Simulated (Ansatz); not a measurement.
AlGa3As4

The calculation's input:

```
crystal:
  lattice:
    - [4.0125823665, 0.0, 0.0]
    - [0.0, 8.0207499128, 0.0]
    - [0.0, 0.0, 5.6643204785]
  atoms:
    - { symbol: Al, position: [0.0, 0.0, 0.000949348] }
    - { symbol: As, position: [0.5, 0.0, 0.2499443653] }
    - { symbol: Ga, position: [0.5, 0.2505425162, 0.500042202] }
    - { symbol: As, position: [0.0, 0.2498761077, 0.7502315702] }
    - { symbol: Ga, position: [0.0, 0.5, -0.0006974922] }
    - { symbol: As, position: [0.5, 0.5, 0.2492562344] }
    - { symbol: Ga, position: [0.5, 0.7494574838, 0.500042202] }
    - { symbol: As, position: [0.0, 0.7501238923, 0.7502315702] }
kpoints:
  mp_grid: { grid: [4, 2, 4] }
  band_path:
    path:
      - [0.0, 0.0, 0.0]
      - [0.5, 0.0, 0.0]
      - [0.5, 0.5, 0.0]
      - [0.0, 0.5, 0.0]
      - [0.0, 0.0, 0.5]
      - [0.5, 0.0, 0.5]
      - [0.5, 0.5, 0.5]
      - [0.0, 0.5, 0.5]
    npoints: 1
hamiltonian:
  xc: pbe0
scf:
  occupations: { method: fixed }
  n_extra_bands: 6
output:
  forces: true
  stress: true
  eigenvalues: true
  write_density: true
  write_potential: true
  elf: true
  volumetric_format: npy
```

Run with:

```sh
ansatz run input.yaml --threads 4 --pin off --max-ram 6451MiB --backend cpu --events-out ev --progress --plain --runs-dir out
```

Below, planes, directions and counts refer to the conventional cell (a = 4.01 Å, b = 8.02 Å, c = 5.66 Å, α = 90.00°, β = 90.00°, γ = 90.00°).

Space group Pmm2; started from the ordered alloy on zincblende lattice prototype, which need not be the ambient phase.

Method: DFT, PBE0, plane waves, PAW (Ansatz 0.2.0).

The density is the valence pseudo-density of a PAW calculation; it isn't the true density close to the nuclei.

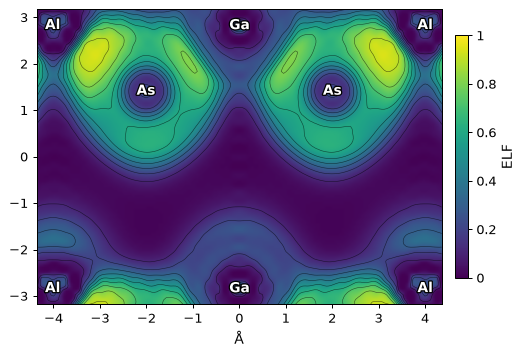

Figure 1. ELF on the (100) plane of the conventional cell.

**Interpret the plot.**

Atoms in the plane: Al, As and Ga.
Al–As (2.46 Å): the ELF peaks at about 0.95 between the atoms (localised, covalent bonding).
Ga–As (2.45 Å): the ELF peaks at about 0.80 between the atoms (a shared electron pair).

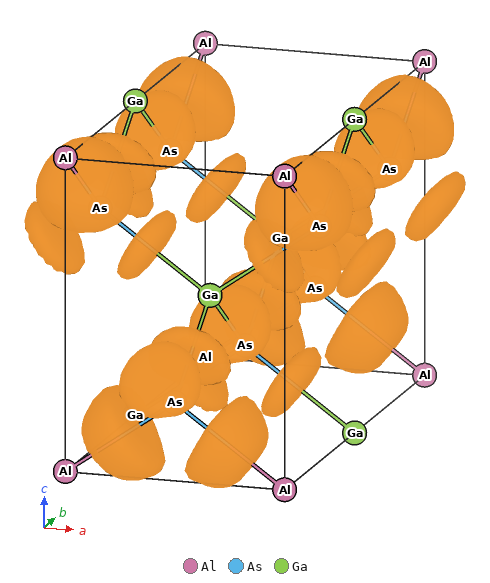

Figure 2. Isosurface of the electron localisation function at 0.7 (orange), seen slightly off an axis. Only the valence region is drawn (cores and ρ < 0.01 e/Å³ removed). Sticks mark near contacts.

**Identify the bonds, lone pairs and shells in this picture.**

The surface consists of four regions between bonded Al–As atoms (shared pairs) and twelve regions between bonded As–Ga atoms (shared pairs), counted in one cell of 8 atoms. Any copies at cell faces, edges or corners count once. Profiles from the grid: Al–As (2.45 Å): the ELF peaks at about 0.95 between the atoms (localised, covalent bonding).

**Does the calculation make it a metal, or give it a gap?**

It is gapped, with a Kohn–Sham gap of 2.3 eV on the k-point mesh, an upper bound to the gap of this method.
